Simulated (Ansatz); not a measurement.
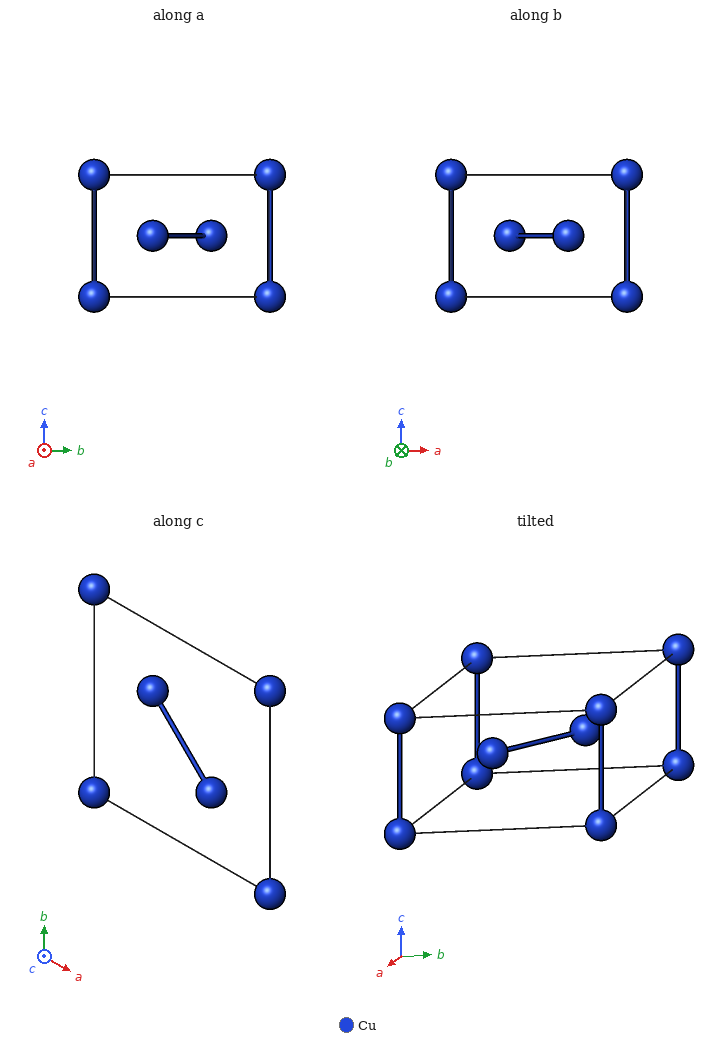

An orthographic ball-and-stick view of the structure, along the a axis, along the b axis, along the c axis and slightly off an axis. The edges of the conventional unit cell are marked.

Lattice parameters: a = 3.988 Å, b = 3.988 Å, c = 2.396 Å, α = 90.00°, β = 90.00°, γ = 120.00°. Put a along x and b in the xy plane.

**Express the structure as a POSCAR file.**

```
Cu
1.0
     3.988    0.000    0.000
    -1.994    3.454    0.000
     0.000    0.000    2.396
Cu
3
Direct
  0.0000 0.0000 0.0000
  0.3333 0.6667 0.5000
  0.6667 0.3333 0.5000
```

Its origin is a structure type filled with this element by a generator (whether the element takes this form wasn't checked). Earlier steps of the study may have refined or changed the cell and positions. It was run through Ansatz as a DFT input.

At this level of theory the cell isn't at rest (compressed, at 22 GPa), so its distances can differ from those at equilibrium, the more so the softer the solid.
